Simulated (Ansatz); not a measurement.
Consider ZnO.

The calculation's input:

```
crystal:
  lattice:
    - [0.0, 2.1337570811, 2.1337570811]
    - [2.1337570811, 0.0, 2.1337570811]
    - [2.1337570811, 2.1337570811, 0.0]
  atoms:
    - { symbol: Zn, position: [0.0, 0.0, 0.0] }
    - { symbol: O, position: [0.5, 0.5, 0.5] }
basis:
  ecutwfc: 500
kpoints:
  mp_grid: { grid: [12, 12, 12] }
  band_path:
    path:
      - [[0.0, 0.0, 0.0], [0.5, 0.0, 0.5], [0.625, 0.25, 0.625]]
      - [[0.375, 0.375, 0.75], [0.0, 0.0, 0.0], [0.5, 0.5, 0.5], [0.5, 0.25, 0.75], [0.5, 0.0, 0.5]]
    npoints: 14
hamiltonian:
  xc: r2scan
scf:
  occupations: { method: gaussian, width: 0.02 }
  n_extra_bands: 6
output:
  forces: true
  stress: true
  eigenvalues: true
  populations: true
  dos: { projected: true, de: 0.02, nscf_kmesh: { grid: [18, 18, 18] } }
  bader: true
  write_density: true
  write_potential: true
  elf: true
  volumetric_format: npy
```

Command:

```sh
ansatz run input.yaml --threads 1 --pin off --max-ram 2560MiB --backend cpu --events-out ev --progress --plain --runs-dir out
```

Below, planes, directions and counts refer to the conventional cell (a = 4.27 Å, b = 4.27 Å, c = 4.27 Å, α = 90.00°, β = 90.00°, γ = 90.00°).

Space group Fm-3m; a structure from a database of computed crystals, not necessarily the ambient phase.

Level of theory: Ansatz, DFT r2SCAN, scalar-relativistic, plane waves, PAW.

**Predict the valence pseudo-density and electron localisation function between the atoms.**

Zn–O (2.13 Å): ρ at the midpoint is about 0.41 e/Å³; the ELF peaks at about 0.80 in the valence shell of O, 0.6 Å from its nucleus, and is about 0.15 at the midpoint (no shared electron pair shows on this line).
Bader's partition of the density gives Zn +1.34 and O −1.34 e.

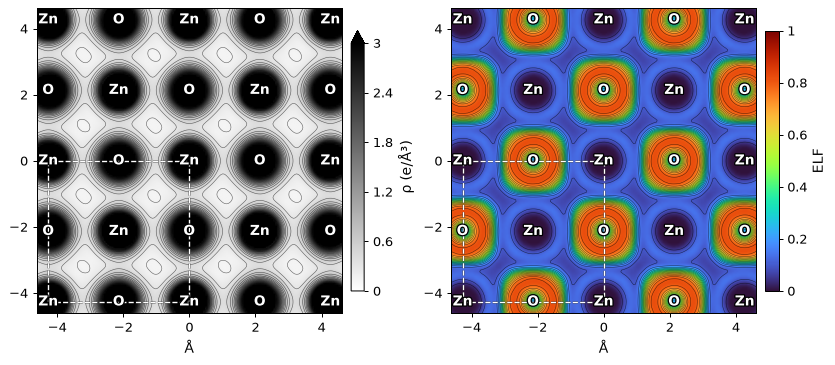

Computed valence pseudo-density and electron localisation function on the (100) plane of the conventional cell, in this order. 

Core electrons are frozen (PAW), and the valence fields are smoothed inside the atomic spheres.
